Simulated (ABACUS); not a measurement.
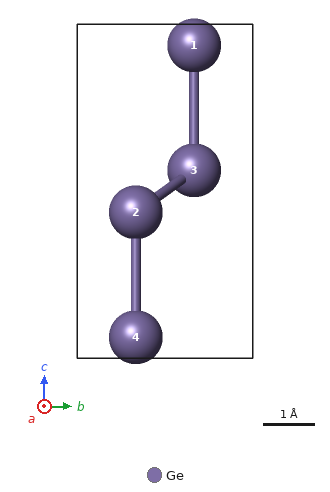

*The input geometry (ball-and-stick view of the cell of the calculation, along the a axis; atoms are numbered from 1 in the order of the input).*

# Single-point calculation of Ge (part 1 of 2)

The run: single-point calculation of Ge (P6₃/mmc, 4 atoms in the cell). Method and program: Kohn-Sham DFT of a periodic cell, PBE, PseudoDojo NC SR 0.4.1 PBE standard, no spin polarisation (ABACUS 3.10.1).

The structure derives from a Materials Project entry.

**Output**
```
ABACUS v3.10.1

               Atomic-orbital Based Ab-initio Computation at UStc

 ------------------------------------------------------------------------------------

 READING GENERAL INFORMATION
                           global_out_dir = OUT.Ge/
                           global_in_card = INPUT
                               pseudo_dir = ./
                              orbital_dir =
                                    DSIZE = 4
                                    GSIZE = 1

 READING UNITCELL INFORMATION
                                    ntype = 1
                  lattice constant (Bohr) = 1.88973
              lattice constant (Angstrom) = 1

 READING ATOM TYPE 1
                               atom label = Ge
                      L=0, number of zeta = 1
                      L=1, number of zeta = 1
                      L=2, number of zeta = 1
             number of atom for this type = 4

                        TOTAL ATOM NUMBER = 4
DIRECT COORDINATES
    atom                   x                   y                   z     mag                  vx                  vy                  vz
taud_Ge1            0.3333333333        0.6666666667        0.9370987500  0.0000        0.0000000000        0.0000000000        0.0000000000
taud_Ge2            0.6666666667        0.3333333333        0.4370987500  0.0000        0.0000000000        0.0000000000        0.0000000000
taud_Ge3            0.3333333333        0.6666666667        0.5629012500  0.0000        0.0000000000        0.0000000000        0.0000000000
taud_Ge4            0.6666666667        0.3333333333        0.0629012500  0.0000        0.0000000000        0.0000000000        0.0000000000

                          Volume (Bohr^3) = 616.348
                             Volume (A^3) = 91.3332

 Lattice vectors: (Cartesian coordinate: in unit of a_0)
             +3.99759                  +0                  +0
             -1.99879            +3.46201                  +0
                   +0                  +0            +6.59938
 Reciprocal vectors: (Cartesian coordinate: in unit of 2 pi/a_0)
            +0.250151           +0.144425                  -0
                   -0           +0.288849                  -0
                   +0                  -0           +0.151529
 The esolver type has been set to : ksdft_pw

                PAO radial cut off (Bohr) = 10

 Read in pseudopotential file is Ge.upf
                     pseudopotential type = NC
          exchange-correlation functional = PBE
                 nonlocal core correction = 1
                        valence electrons = 14
                                     lmax = 2
                           number of zeta = 3
                     number of projectors = 6
                           L of projector = 0
                           L of projector = 0
                           L of projector = 1
                           L of projector = 1
                           L of projector = 2
                           L of projector = 2
     initial pseudo atomic orbital number = 36

 SETUP THE ELECTRONS NUMBER
            electron number of element Ge = 14
      total electron number of element Ge = 56
            AUTOSET number of electrons:  = 56
                           occupied bands = 28
                                   NBANDS = 34
                                   NLOCAL = 36

%%%%%%%%%%%%%%%%%%%%%%%%%%%%%%%%%%%%%%%%%%%%%%%%%%%%%%%%%%%%%%%%%%%%%%%%%%%%%%%%%%%%%%%%%%%%%%%%%%%%%%%%%%
 Warning: the number of valence electrons in pseudopotential > 4 for Ge: [Ar] 3d10 4s2 4p2
 Pseudopotentials with additional electrons can yield (more) accurate outcomes, but may be less efficient.
 If you're confident that your chosen pseudopotential is appropriate, you can safely ignore this warning.
%%%%%%%%%%%%%%%%%%%%%%%%%%%%%%%%%%%%%%%%%%%%%%%%%%%%%%%%%%%%%%%%%%%%%%%%%%%%%%%%%%%%%%%%%%%%%%%%%%%%%%%%%%

 SETUP THE PLANE WAVE BASIS
 energy cutoff for charge/potential (unit:Ry) = 316
            fft grid for charge/potential = [ 45, 45, 72 ]
                        fft grid division = [ 1, 1, 1 ]
        big fft grid for charge/potential = [ 45, 45, 72 ]
                                     nbxx = 36450
                                     nrxx = 36450

 SETUP PLANE WAVES FOR CHARGE/POTENTIAL
                    number of plane waves = 58403
                         number of sticks = 1237

 PARALLEL PW FOR CHARGE/POTENTIAL
     PROC   COLUMNS(POT)             PW
        1            309          14599
        2            309          14599
        3            310          14606
        4            309          14599
 --------------- sum -------------------
        4           1237          58403
                            number of |g| = 2588
                                  max |g| = 28.5715
                                  min |g| = 0

----------- Double Check Mixing Parameters Begin ------------
mixing_type: broyden
mixing_beta: 0.7
mixing_gg0: 1
mixing_gg0_min: 0.1
mixing_ndim: 8
----------- Double Check Mixing Parameters End ------------

 LATTICE VECTORS: (CARTESIAN COORDINATE: IN UNIT OF A0)
             +3.99759                  +0                  +0
             -1.99879            +3.46201                  +0
                   +0                  +0            +6.59938
                       right hand lattice = 1
                                   NORM_A = 3.99759
                                   NORM_B = 3.99759
                                   NORM_C = 6.59938
                           ALPHA (DEGREE) = 90
                           BETA  (DEGREE) = 90
                           GAMMA (DEGREE) = 120

 The lattice vectors have been changed (STRU_SIMPLE.cif)

(for optimal symmetric configuration:)
                             BRAVAIS TYPE = 4
                     BRAVAIS LATTICE NAME = 04. Hexagonal cell
                                    ibrav = 4
                                    IBRAV = 4
                                  BRAVAIS = HEXAGONAL CELL
                       LATTICE CONSTANT A = 3.99759
                                C/A RATIO = 1.65084
Original cell was already a primitive cell.
                        ROTATION MATRICES = 24
              PURE POINT GROUP OPERATIONS = 12
                   SPACE GROUP OPERATIONS = 24
                                       C2 = 3
                                       C3 = 2
                                       C4 = 0
                                       C6 = 0
                                       S1 = 3
                                       S3 = 0
                                       S4 = 0
                                       S6 = 2
                              POINT GROUP = D_3d
                                       C2 = 7
                                       C3 = 2
                                       C4 = 0
                                       C6 = 2
                                       S1 = 7
                                       S3 = 2
                                       S4 = 0
                                       S6 = 2
               POINT GROUP IN SPACE GROUP = D_6h

 SETUP K-POINTS
                                    nspin = 1
                   Input type of k points = Monkhorst-Pack(Gamma)
                                   nkstot = 256
                       right hand lattice = 1
(for reciprocal lattice: )
                             BRAVAIS TYPE = 4
                     BRAVAIS LATTICE NAME = 04. Hexagonal cell
                                    ibrav = 4
                       right hand lattice = 1
(for k-lattice: )
                             BRAVAIS TYPE = 4
                     BRAVAIS LATTICE NAME = 04. Hexagonal cell
                                    ibrav = 4
                       right hand lattice = 1
                        ROTATION MATRICES = 24
                               nkstot_ibz = 30
K-POINTS REDUCTION ACCORDING TO SYMMETRY
     IBZ    DIRECT_X    DIRECT_Y    DIRECT_Z  WEIGHT  ibz2bz
       1  0.00000000  0.00000000  0.00000000  0.0039       0
       2 -0.12500000  0.12500000  0.00000000  0.0234       1
       3 -0.25000000  0.25000000  0.00000000  0.0234       2
       4 -0.37500000  0.37500000  0.00000000  0.0234       3
       5  0.50000000  0.50000000  0.00000000  0.0117       4
       6 -0.12500000  0.25000000  0.00000000  0.0234       9
       7 -0.25000000  0.37500000  0.00000000  0.0469      10
       8  0.50000000  0.37500000  0.00000000  0.0469      11
       9  0.50000000  0.25000000  0.00000000  0.0234      18
      10  0.37500000  0.37500000  0.00000000  0.0234      19
      11  0.00000000  0.00000000  0.25000000  0.0078      64
      12 -0.12500000  0.12500000  0.25000000  0.0469      65
      13 -0.25000000  0.25000000  0.25000000  0.0469      66
      14 -0.37500000  0.37500000  0.25000000  0.0469      67
      15  0.50000000  0.50000000  0.25000000  0.0234      68
      16 -0.12500000  0.25000000  0.25000000  0.0469      73
      17 -0.25000000  0.37500000  0.25000000  0.0938      74
      18  0.50000000  0.37500000  0.25000000  0.0938      75
      19  0.50000000  0.25000000  0.25000000  0.0469      82
      20  0.37500000  0.37500000  0.25000000  0.0469      83
      21  0.00000000  0.00000000  0.50000000  0.0039     128
      22 -0.12500000  0.12500000  0.50000000  0.0234     129
      23 -0.25000000  0.25000000  0.50000000  0.0234     130
      24 -0.37500000  0.37500000  0.50000000  0.0234     131
      25  0.50000000  0.50000000  0.50000000  0.0117     132
      26 -0.12500000  0.25000000  0.50000000  0.0234     137
      27 -0.25000000  0.37500000  0.50000000  0.0469     138
      28  0.50000000  0.37500000  0.50000000  0.0469     139
      29  0.50000000  0.25000000  0.50000000  0.0234     146
      30  0.37500000  0.37500000  0.50000000  0.0234     147

                               nkstot now = 30
[... K-POINTS DIRECT COORDINATES: 30 rows ...]

           k-point number in this process = 30
       minimum distributed K point number = 30
[... stars of the k points ...]

[... K-POINTS CARTESIAN COORDINATES: 30 rows ...]

[... K-POINTS DIRECT COORDINATES: 30 rows ...]

 SETUP PLANE WAVES FOR WAVE FUNCTIONS
     energy cutoff for wavefunc (unit:Ry) = 79
              fft grid for wave functions = [ 45, 45, 72 ]
                    number of plane waves = 9681
                         number of sticks = 379

 PARALLEL PW FOR WAVE FUNCTIONS
     PROC   COLUMNS(POT)             PW
        1             94           2420
        2             93           2421
        3             98           2420
        4             94           2420
 --------------- sum -------------------
        4            379           9681

 SETUP NONLOCAL PSEUDOPOTENTIALS IN PLANE WAVE BASIS
 Ge non-local projectors:
 projector 1 L=0
 projector 2 L=0
 projector 3 L=1
 projector 4 L=1
 projector 5 L=2
 projector 6 L=2
      TOTAL NUMBER OF NONLOCAL PROJECTORS = 72

 Init Non-Local PseudoPotential table :
 Init Non-Local-Pseudopotential done.

                                     npwx = 1844

 Make real space PAO into reciprocal space.
       max mesh points in Pseudopotential = 1001
     dq(describe PAO in reciprocal space) = 0.01
                                    max q = 1071

 number of pseudo atomic orbitals for Ge is 3
WARNING: norm of atomic wavefunction # 3 of atomic type Ge is 0.999795, renormalized

 -------------------------------------------
 SELF-CONSISTENT
 -------------------------------------------
                                 init_chg = atomic

 PW ALGORITHM --------------- ION=   1  ELEC=   1--------------------------------
 Notice: Threshold on eigenvalues was too large.
 hsover_error=0.56 > DRHO=0.0669659
 Origin diag ethr = 0.01
 New diag ethr = 0.000119582

 Density error is 0.0671848144696
                          Error Threshold = 0.000119581944469
----------------------------------------------------------
     Energy           Rydberg                 eV
----------------------------------------------------------
 E_KohnSham     -714.5612712247      -9722.1048587790
 E_Harris       -713.6432932389      -9709.6151275333
 E_Fermi        0.6752932555         9.1878360960
----------------------------------------------------------

 PW ALGORITHM --------------- ION=   1  ELEC=   2--------------------------------

 Density error is 0.00731356926121
                          Error Threshold = 0.000119972882981
----------------------------------------------------------
     Energy           Rydberg                 eV
----------------------------------------------------------
 E_KohnSham     -714.5619858185      -9722.1145813268
 E_Harris       -713.9242087849      -9713.4371796160
 E_Fermi        0.6896681402         9.3834164359
----------------------------------------------------------

 PW ALGORITHM --------------- ION=   1  ELEC=   3--------------------------------

 Density error is 0.000102378251532
                          Error Threshold = 1.30599451093e-05
----------------------------------------------------------
     Energy           Rydberg                 eV
----------------------------------------------------------
 E_KohnSham     -714.5626062893      -9722.1230232656
 E_Harris       -714.5397481866      -9721.8120228231
 E_Fermi        0.6984171752         9.5024531638
----------------------------------------------------------

 PW ALGORITHM --------------- ION=   1  ELEC=   4--------------------------------

 Density error is 2.10526981166e-05
                          Error Threshold = 1.82818306307e-07
----------------------------------------------------------
     Energy           Rydberg                 eV
----------------------------------------------------------
 E_KohnSham     -714.5626523782      -9722.1236503362
 E_Harris       -714.5226526344      -9721.5794259021
 E_Fermi        0.6987281892         9.5066847257
----------------------------------------------------------

 PW ALGORITHM --------------- ION=   1  ELEC=   5--------------------------------

 Density error is 1.40961378335e-06
                          Error Threshold = 3.75941037797e-08
----------------------------------------------------------
     Energy           Rydberg                 eV
----------------------------------------------------------
 E_KohnSham     -714.5626583053      -9722.1237309785
 E_Harris       -714.5605298004      -9722.0947711844
 E_Fermi        0.6989395245         9.5095600909
```
